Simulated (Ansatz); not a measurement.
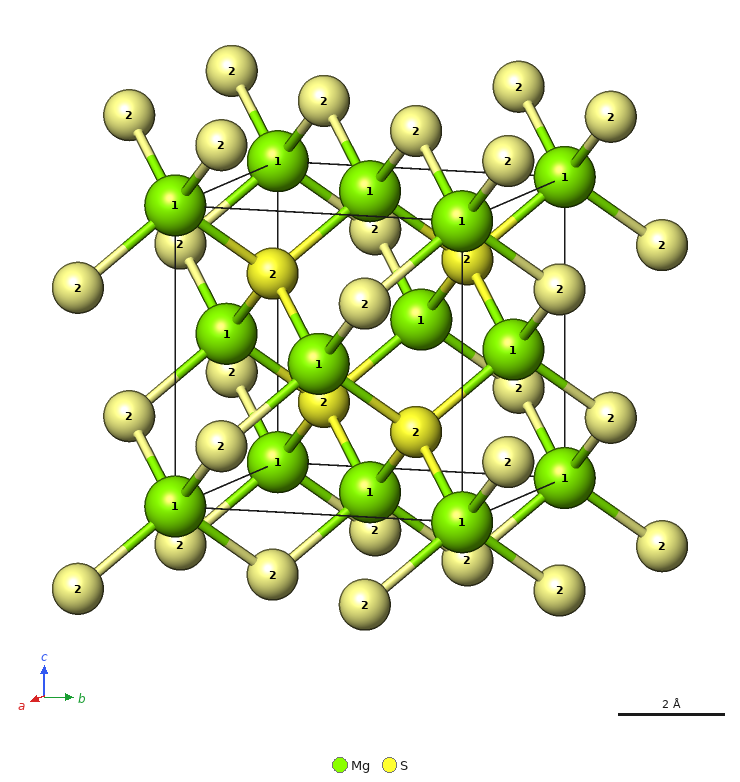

The starting structure (ball-and-stick view of the cell 4 times as large as that of the calculation, set on its symmetry axes, seen slightly off an axis; neighbours outside the cell are drawn fainter; atoms are numbered from 1 in the order of the input).

## Geometry relaxation of MgS

MgS (F-43m, 2 atoms in the cell), computed with DFT PBEsol, scalar-relativistic, plane waves, PAW, no spin polarisation (Ansatz 0.2.0).

The structure was made by swapping elements on the sites of another compound; it need not be a known phase. It belongs to a series of runs on one base structure; here: Al -> Mg, P -> S on all its sites, cell and atoms relaxed. Figures and captions count atoms from 1; the log counts them from 0 in places.

## Input file
```yaml
crystal:
  lattice:
    - [0.0, 2.8763679803, 2.8763679803]
    - [2.8763679803, 0.0, 2.8763679803]
    - [2.8763679803, 2.8763679803, 0.0]
  atoms:
    - { symbol: Mg, position: [0.0, 0.0, 0.0] }
    - { symbol: S, position: [0.75, 0.75, 0.75] }
basis:
  ecutwfc: 420
kpoints:
  mp_grid: { grid: [8, 8, 8] }
hamiltonian:
  xc: pbesol
scf:
  occupations: { method: gaussian, width: 0.02 }
output:
  forces: true
  stress: true
  eigenvalues: true
relax:
  adjacent_minimum: "off"
  f_tol: 0.01
  max_steps: 60
  cell: { stress_tol: 0.1 }
```

Launched with:
```bash
ansatz run input.yaml --threads 1 --pin off --max-ram 2560MiB --backend cpu --events-out ev --progress --plain --runs-dir out
```

## Log
```
Engine: ansatz 0.2.0, x86_64-unknown-linux-gnu
Pseudopotentials: kind: paw
Pseudopotential: Mg, paw, valence charge 10, recommended cutoff 420 eV (normal), Mg.paw.azcp
Pseudopotential: S, paw, valence charge 6, recommended cutoff 420 eV (normal), S.paw.azcp
Functional definition: PBEsol
  exchange = pbesol_x
  correlation = pbesol_c
Crystal: 2 atoms, lattice volume = 47.595 Å³
Basis set: ecut = 420 eV, 941 PW (Γ), exchange–correlation on 60×60×60 points (8 copies of the dense FFT grid, shifted against one another)
Bands: 12, of which v1, the nominal top of the filled ones, is band 8 counted from 1 (7 counted from 0)
Symmetry: 24 space group operations
Space group: F-43m (ITA 216), of the structure as read, at distance tolerance 3.6e-5 Å
k-points: 29 of 512 (time reversal used)
Non-local potential: Mg, projectors of the file, l = 0: 3, l = 1: 2, l = 2: 1
Non-local potential: S, projectors of the file, l = 0: 2, l = 1: 2, l = 2: 2
PAW form: soft (Blöchl's): semilocal exchange-correlation on the pseudo side does not see the compensation charge
PAW frozen core: Mg, regenerated for the run's functional, and the local potential with it (the file was generated under x = pbe(κ = 0.804, μ = 0.2195149727645171), c = pbe(β = 0.06672455060314922))
PAW frozen core: S, regenerated for the run's functional, and the local potential with it (the file was generated under x = pbe(κ = 0.804, μ = 0.2195149727645171), c = pbe(β = 0.06672455060314922))
PAW one-centre angular grid: Mg, 110 points (default); XC on 64 Gauss nodes
PAW one-centre angular grid: S, 110 points (default); XC on 64 Gauss nodes
Initial density: superposition of atomic densities (neutral atoms: chi_scale 0, normalization atom), corrected by the library's trained network
Initial wavefunctions: pseudopotential atomic-orbital guess
Functional: x = pbesol(κ = 0.804, μ = 0.12345679012345678), c = pbesol(β = 0.046)
SCF iter   1: F=—  HF=-2799.743830 eV  |F-HF|=—  |Δ(HF+E_count)|=         —  Δρ=2.86e-3  dr2=6.59e-3  ethr=1.77e-3  ⟨swp⟩=6.8  Hψ=2231  notcnv=0
preconditioner: auto → none  [insulator: Δε(μ)=3.023 eV  Ē_g=10.773 eV  σ=0.020 eV  W_gap=1.00  n_scr=14 (ndim 8)  ℏωp=15.2 eV  f_vac=0.026  D(μ)=0.00/eV (n_scr^D=0)  ε∞_Penn≈3.0]
SCF iter   2: F=—  HF=-2799.739938 eV  |F-HF|=—  |Δ(HF+E_count)|=   3.89e-3  Δρ=9.14e-4  dr2=3.78e-4  ethr=4.12e-5  ⟨swp⟩=2.0  Hψ=802  notcnv=0
SCF iter   3: F=—  HF=-2799.739900 eV  |F-HF|=—  |Δ(HF+E_count)|=   3.81e-5  Δρ=2.83e-4  dr2=2.22e-5  ethr=2.36e-6  ⟨swp⟩=2.4  Hψ=562  notcnv=0
SCF iter   4: F=—  HF=-2799.739896 eV  |F-HF|=—  |Δ(HF+E_count)|=   3.70e-6  Δρ=8.10e-5  dr2=5.83e-6  ethr=1.39e-7  ⟨swp⟩=2.0  Hψ=464  notcnv=0
SCF iter   5: F=—  HF=-2799.739895 eV  |F-HF|=—  |Δ(HF+E_count)|=   1.16e-6  Δρ=1.51e-5  dr2=1.10e-7  ethr=3.65e-8  ⟨swp⟩=2.0  Hψ=456  notcnv=0
SCF iter   6: F=-2799.739895 eV  HF=-2799.739895 eV  |F-HF|=2.69e-9  |Δ(HF+E_count)|=   6.26e-9  Δρ=2.47e-6  dr2=1.79e-9  ethr=6.25e-10  ⟨swp⟩=4.8  Hψ=1413  notcnv=0
SCF 1 converged in 6 iterations: F = -2799.739895 eV  dr2 = 1.79e-9
  greatest PAW one-centre occupation: 1.000 electrons in one spin orbital (limit 2), on the Mg atom at site 0 (counted from 0), in its partial waves of l = 0
relax step   1: F+E_penalty+E_count = -2799.73989509 eV  Δ(F+E_penalty+E_count) = +0.000e0 eV  max|allowed force component| = 1.226e-16 eV/Å  Δτ_max = 0.0000 Å  P = -2.751 GPa  Ω = 47.595 Å³  (6 SCF iters, dr2 threshold 1.00e-7 eV, accepted)
Crystal: 2 atoms, lattice volume = 45.795 Å³
Basis set: ecut = 420 eV, 893 PW (Γ), exchange–correlation on 60×60×60 points (8 copies of the dense FFT grid, shifted against one another)
Initial density: handed on by an earlier stage of this run
Initial wavefunctions: those handed on with the density
iter 1 solved again at ethr=8.69e-6 eV; its pass at ethr=3.10e-3 eV (dr2=1.39e-3 eV) is discarded
SCF iter   1: F=—  HF=-2799.760773 eV  |F-HF|=—  |Δ(HF+E_count)|=         —  Δρ=1.28e-3  dr2=1.37e-3  ethr=8.69e-6  ⟨swp⟩=1.0  Hψ=2597  notcnv=0
preconditioner: auto → none  [insulator: Δε(μ)=3.250 eV  Ē_g=10.998 eV  σ=0.020 eV  W_gap=1.00  n_scr=14 (ndim 8)  ℏωp=15.5 eV  f_vac=0.011  D(μ)=0.00/eV (n_scr^D=0)  ε∞_Penn≈3.0]
SCF iter   2: F=—  HF=-2799.760363 eV  |F-HF|=—  |Δ(HF+E_count)|=   4.10e-4  Δρ=5.15e-4  dr2=1.77e-4  ethr=8.56e-6  ⟨swp⟩=3.0  Hψ=660  notcnv=0
SCF iter   3: F=—  HF=-2799.760331 eV  |F-HF|=—  |Δ(HF+E_count)|=   3.19e-5  Δρ=1.53e-4  dr2=1.44e-5  ethr=1.10e-6  ⟨swp⟩=2.2  Hψ=509  notcnv=0
SCF iter   4: F=—  HF=-2799.760331 eV  |F-HF|=—  |Δ(HF+E_count)|=   2.17e-7  Δρ=3.99e-5  dr2=5.05e-7  ethr=9.03e-8  ⟨swp⟩=2.0  Hψ=456  notcnv=0
SCF iter   5: F=-2799.760331 eV  HF=-2799.760331 eV  |F-HF|=2.00e-8  |Δ(HF+E_count)|=   3.31e-7  Δρ=7.44e-6  dr2=2.22e-8  ethr=1.25e-9  ⟨swp⟩=5.0  Hψ=1546  notcnv=0
SCF 2 converged in 5 iterations: F = -2799.760331 eV  dr2 = 2.22e-8
relax step   2: F+E_penalty+E_count = -2799.76033087 eV  Δ(F+E_penalty+E_count) = -2.044e-2 eV  max|allowed force component| = 7.401e-17 eV/Å  Δτ_max = 0.0000 Å  P = -0.814 GPa  Ω = 45.795 Å³  energy of the carried Pulay correction = +4.090e-5 eV  (5 SCF iters, dr2 threshold 2.00e-7 eV, accepted)
Crystal: 2 atoms, lattice volume = 45.079 Å³
iter 1 solved again at ethr=1.52e-6 eV; its pass at ethr=3.10e-3 eV (dr2=2.43e-4 eV) is discarded
SCF iter   1: F=—  HF=-2799.762116 eV  |F-HF|=—  |Δ(HF+E_count)|=         —  Δρ=5.40e-4  dr2=2.41e-4  ethr=1.52e-6  ⟨swp⟩=2.0  Hψ=2588  notcnv=0
preconditioner: auto → none  [insulator: Δε(μ)=3.326 eV  Ē_g=11.070 eV  σ=0.020 eV  W_gap=1.00  n_scr=14 (ndim 8)  ℏωp=15.6 eV  f_vac=0.012  D(μ)=0.00/eV (n_scr^D=0)  ε∞_Penn≈3.0]
SCF iter   2: F=—  HF=-2799.762048 eV  |F-HF|=—  |Δ(HF+E_count)|=   6.82e-5  Δρ=2.16e-4  dr2=3.00e-5  ethr=1.51e-6  ⟨swp⟩=3.0  Hψ=550  notcnv=0
SCF iter   3: F=—  HF=-2799.762033 eV  |F-HF|=—  |Δ(HF+E_count)|=   1.51e-5  Δρ=6.60e-5  dr2=2.60e-6  ethr=1.88e-7  ⟨swp⟩=2.2  Hψ=512  notcnv=0
SCF iter   4: F=-2799.762033 eV  HF=-2799.762033 eV  |F-HF|=4.71e-8  |Δ(HF+E_count)|=   4.83e-8  Δρ=1.66e-5  dr2=8.57e-8  ethr=1.25e-9  ⟨swp⟩=3.3  Hψ=1379  notcnv=0
SCF 3 converged in 4 iterations: F = -2799.762033 eV  dr2 = 8.57e-8
relax step   3: F+E_penalty+E_count = -2799.76203267 eV  Δ(F+E_penalty+E_count) = -1.702e-3 eV  max|allowed force component| = 6.303e-17 eV/Å  Δτ_max = 0.0000 Å  P = +0.072 GPa  Ω = 45.079 Å³  energy of the carried Pulay correction = +5.761e-5 eV  (4 SCF iters, dr2 threshold 2.00e-7 eV, accepted)
Basis set: ecut = 420 eV, 893 PW (Γ), exchange–correlation on 54×54×54 points (8 copies of the dense FFT grid, shifted against one another)
Initial wavefunctions: pseudopotential atomic-orbital guess (no wavefunctions were taken with the density)
iter 1 solved again at ethr=6.09e-6 eV; its pass at ethr=3.10e-3 eV (dr2=9.74e-4 eV) is discarded
SCF iter   1: F=—  HF=-2799.761971 eV  |F-HF|=—  |Δ(HF+E_count)|=         —  Δρ=2.03e-5  dr2=1.04e-7  ethr=6.09e-6  ⟨swp⟩=2.7  Hψ=2972  notcnv=0
eigensolver tolerance schedule: the retry pair's looser diagonalisation over-reported the residual by 9361.61 of it (diagonalisation noise at an unbounded share of the residual, at the tolerance the schedule requests for it); recorded, not acted on — ethr = c·dr2/N_el stays at c = 1.0e-1
preconditioner: auto → none  [insulator: Δε(μ)=3.325 eV  Ē_g=11.068 eV  σ=0.020 eV  W_gap=1.00  n_scr=14 (ndim 8)  ℏωp=15.6 eV  f_vac=0.015  D(μ)=0.00/eV (n_scr^D=0)  ε∞_Penn≈3.0]
SCF iter   2: F=—  HF=-2799.761978 eV  |F-HF|=—  |Δ(HF+E_count)|=   6.82e-6  Δρ=7.99e-6  dr2=1.96e-8  ethr=6.50e-10  ⟨swp⟩=2.6  Hψ=638  notcnv=0
SCF iter   3: F=—  HF=-2799.761978 eV  |F-HF|=—  |Δ(HF+E_count)|=   3.05e-8  Δρ=3.12e-6  dr2=3.09e-9  ethr=1.23e-10  ⟨swp⟩=2.0  Hψ=464  notcnv=0
SCF iter   4: F=-2799.761978 eV  HF=-2799.761978 eV  |F-HF|=2.50e-11  |Δ(HF+E_count)|=   2.26e-9  Δρ=4.86e-7  dr2=6.01e-11  ethr=1.00e-12  ⟨swp⟩=3.9  Hψ=1372  notcnv=0
SCF 4 converged in 4 iterations: F = -2799.761978 eV  dr2 = 6.01e-11
relax step   4: F+E_penalty+E_count = -2799.76197817 eV  Δ(F+E_penalty+E_count) = +5.450e-5 eV  max|allowed force component| = 7.401e-17 eV/Å  Δτ_max = 0.0000 Å  P = +0.072 GPa  Ω = 45.079 Å³  stress off target by 7.16e-2 GPa  SCF on the basis re-selected at this cell (its energy is not comparable with the rows above)  (4 SCF iters)
```

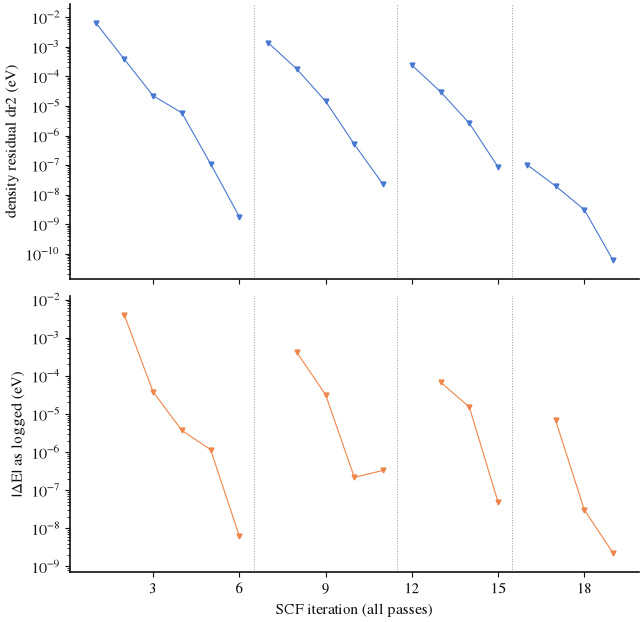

Convergence of the self-consistent field: density residual dr2 and size of the energy change against the SCF iteration. The dotted lines part the SCF passes of the relaxation: geometry steps, rejected trials and re-solves on a re-selected basis. The passes take 6, 5, 4 and 4 iterations.

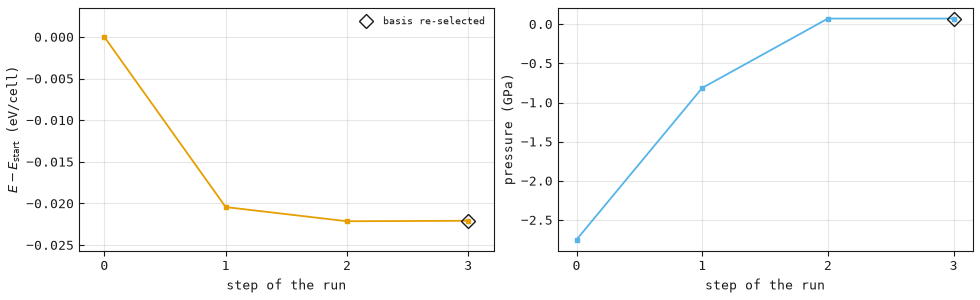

Progress of the relaxation, step by step (the first geometry is step 0 here and step 1 in the log).

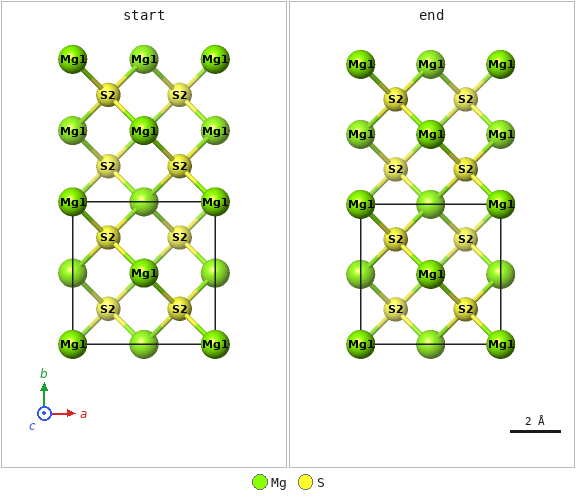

Before (left) and after (right) the relaxation, at one scale (ball-and-stick view of the cell 4 times as large as that of the calculation, set on its symmetry axes, repeated 1 × 2 × 1, along the c axis). No atom moves by more than 0.005 Å relative to the cell. The drawn cell changes as follows: a = b = c 5.753 → 5.649 Å (−1.8 %); the volume changes by −5.3 %. Among the contacts that change: Mg1–S2 2.491 → 2.446 Å. The space group stays F-43m (No. 216). The energy falls by 22.1 meV per cell of the calculation in 2 geometry steps. All forces vanish by symmetry, so only the cell relaxes. Pressure: −2.75 GPa at the start and 0.07 GPa at the end. A last SCF at the same geometry on a re-selected plane-wave basis shifts the energy by +0.1 meV per cell of the calculation. (Atoms are counted from 1 in the order of the input.)

```
basis re-selected at this cell: Δ(F+E_penalty+E_count) = +5.450e-5 eV, ΔP = -0.000 GPa vs the last step (what re-selecting the basis moved, of the pressure what is left beyond the Pulay correction that the steps carried, after the strain that the cell walked since its last selection, with what the two solves' SCF thresholds leave and, on support functions, any second-order correction that the steps lacked; it is no measure of the basis error at this ecutwfc). The dense FFT grid was sized anew with the basis: this SCF ran on 27×27×27 points, the steps before it on 30×30×30, so part of this shift can come from that change (see relax.cell in the input reference). This SCF's stress stands 7.16e-2 GPa from its target on what of the cell is left free (relax.cell.stress_tol is 1.00e-1 GPa) and its largest allowed force component is 7.40e-17 eV/Å (relax.f_tol is 1.00e-2 eV/Å): within both
SCF converged after 4 iterations
Free energy (F): -2799.761978 eV
Harris-Foulkes:  -2799.761978 eV  (|F-HF|=2.50e-11)
Internal energy: -2799.761978 eV  (E = F + TS)
E sigma→0 (E₀):  -2799.761978 eV
Fermi energy:    4.783669 eV
--- Per-component energies (eV) ---
  E_band       = -368.287659
  E_kinetic    = 183.796191
  E_local      = -1880.392579  (includes V_loc(G=0)·N_el)
  E_nonlocal   = 124.449967
  E_hartree    = 680.494087
  E_xc         = -125.568690
  E_vxc        = -125.573925  (∫ρ·V_xc dr)
  E_paw        = -865.369595  (= ΣΔE_a)
  E_vpaw       = -31.555631  (= ΣTr[D̂ρ^β])
  E_aug_tail   = -0.000003  (compensation charges beyond the density's cutoff)
  E_ewald      = -917.292166
  E_core_change = 0.120812  (= ΣΔE_core)
  E_smearing   = -0.000000  (= −TS)
  E_closure    = 0.000000  (closes the sum)
  Σ components = -2799.761978   (vs F -2799.761978, Δ=0.00e0)
--- Forces (eV/Å), atoms counted from 1 ---
  atom   1  Mg    -0.00000000     0.00000000     0.00000000
  atom   2  S     -0.00000000    -0.00000000    -0.00000000
  max |Σ_I F_I| component: 9.25e-17 eV/Å
--- Stress (GPa, compression-positive) ---
        0.071642      -0.000000      -0.000000
       -0.000000       0.071642       0.000000
       -0.000000       0.000000       0.071642
  P = ⅓ Tr σ = 0.0716 GPa (0.716 kbar)
--- Band table (eV; the first three rows and the last of 29) ---
  k-point 0: bands = ["-70.2599", "-37.2033", "-37.2033", "-37.2033", "-8.1705", "3.1209", "3.1209", "3.1209", "6.4463", "10.9776", "10.9776", "10.9776"]
  k-point 1: bands = ["-70.2599", "-37.2037", "-37.2034", "-37.2034", "-8.0801", "2.4169", "3.0667", "3.0667", "7.1228", "10.7870", "11.1562", "11.1562"]
  k-point 2: bands = ["-70.2598", "-37.2047", "-37.2035", "-37.2035", "-7.8456", "1.2205", "2.9447", "2.9447", "7.9838", "10.8139", "11.1853", "11.1853"]
  k-point 28: bands = ["-70.2597", "-37.2055", "-37.2049", "-37.2043", "-7.2258", "0.7884", "1.2365", "1.7557", "8.5037", "11.0160", "11.1701", "11.5518"]
--- Relaxed structure (3 steps of the walk, 3 accepted, 1 SCFs on fresh bases) ---
  F+E_penalty+E_count = -2799.76197817 eV   max|allowed force component| = 7.401e-17 eV/Å   (the final SCF, on the basis selected at the relaxed cell)
  cell:  # Å, volume = 45.0786 Å³
    - [1.3247967285528534e-33, 2.8247499679054817, 2.8247499679054817]
    - [2.8247499679054817, 8.662132455922503e-33, 2.8247499679054817]
    - [2.8247499679054817, 2.8247499679054817, 8.764039896580415e-33]
  atoms:
    - { symbol: Mg, position: [3.6826354509150835e-34, -4.352205532899644e-34, -6.695700819845606e-34] }
    - { symbol: S, position: [0.7500000000000001, 0.7500000000000001, 0.7500000000000001] }
```

## Trajectory as extended XYZ (Å, eV, eV/Å), 4 frames, from step=1 to step=4
```
2
Lattice="0.0000 2.8764 2.8764 2.8764 0.0000 2.8764 2.8764 2.8764 0.0000" Properties=species:S:1:pos:R:3:forces:R:3 step=1 energy=-2799.73990 pressure_GPa=-2.75
Mg    0.0000    0.0000    0.0000    0.0000   0.0000   0.0000
S     4.3146    4.3146    4.3146    0.0000   0.0000   0.0000
2
Lattice="0.0000 2.8396 2.8396 2.8396 0.0000 2.8396 2.8396 2.8396 0.0000" Properties=species:S:1:pos:R:3:forces:R:3 step=2 energy=-2799.76033 pressure_GPa=-0.81
Mg    0.0000    0.0000    0.0000    0.0000   0.0000   0.0000
S     4.2594    4.2594    4.2594    0.0000   0.0000   0.0000
2
Lattice="0.0000 2.8247 2.8247 2.8247 0.0000 2.8247 2.8247 2.8247 0.0000" Properties=species:S:1:pos:R:3:forces:R:3 step=3 energy=-2799.76203 pressure_GPa=0.07
Mg    0.0000    0.0000    0.0000    0.0000   0.0000   0.0000
S     4.2371    4.2371    4.2371    0.0000   0.0000   0.0000
2
Lattice="0.0000 2.8247 2.8247 2.8247 0.0000 2.8247 2.8247 2.8247 0.0000" Properties=species:S:1:pos:R:3:forces:R:3 step=4 energy=-2799.76198 pressure_GPa=0.07
Mg    0.0000    0.0000    0.0000    0.0000   0.0000   0.0000
S     4.2371    4.2371    4.2371    0.0000   0.0000   0.0000
```

## Summary

| quantity | value |
| --- | --- |
| outcome | converged |
| space group (tolerance 0.01 Å) | F-43m (216) |
| electrons treated | 16 |
| free energy | −2799.7620 eV |
| Fermi energy | 4.784 eV |
| gap on the k-point mesh | 3.33 eV |
| pressure | 0.07 GPa |
| final volume | 45.08 Å³ |
| largest force (length of the vector) at the end | under 0.001 eV/Å |
| final cell | a = 3.995 Å, b = 3.995 Å, c = 3.995 Å, α = 60.00°, β = 60.00°, γ = 60.00° |
| hardware | 1 thread of AMD EPYC (Zen 5), 32 GiB of memory available, shared host |
| wall time | 2.2 s |
| peak memory | 0.38 GiB |
